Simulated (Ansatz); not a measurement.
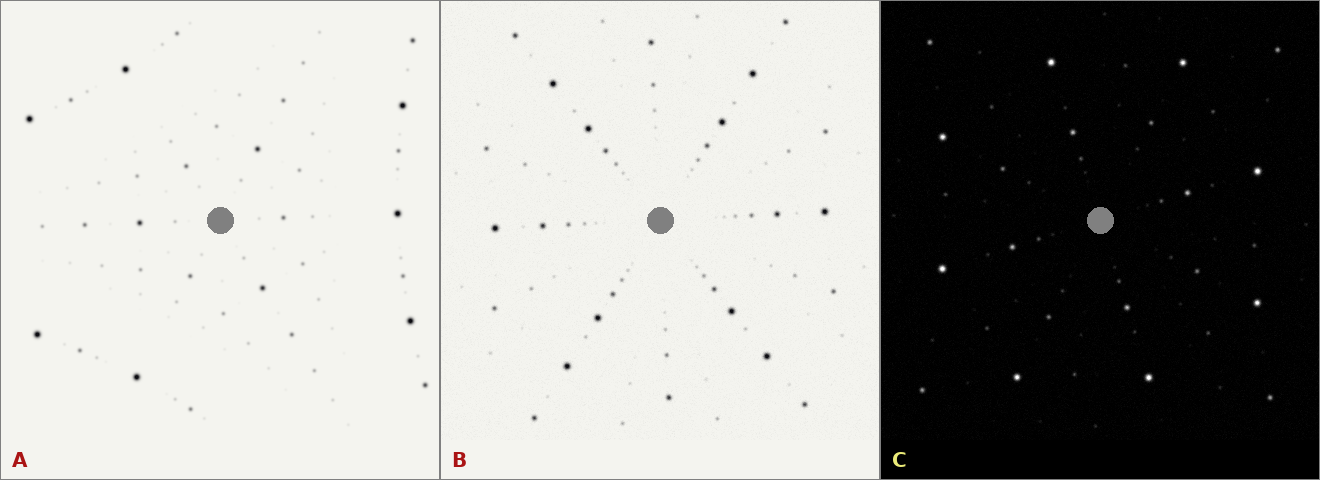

Simulated back-reflection Laue patterns (white X-rays, 0.45 to 2.2 Å, flat plate covering ±45° about the beam, kinematic intensities, seen from the source). Crystal: Co, space group Im-3m (No. 229), a = 2.77 Å. Structure: the input geometry of an electronic-structure calculation (not necessarily at equilibrium); the starting structure was generated, so it need not be a known form of this composition.

The directions [001], [110], [111] point towards the source, in some order. Which is which?

A: [111], symmetry 3m (a threefold axis with three mirror lines). B: [110], symmetry 2mm (a twofold axis with two mirror lines). C: [001], symmetry 4mm (a fourfold axis with mirror lines). The Laue class is m-3m.
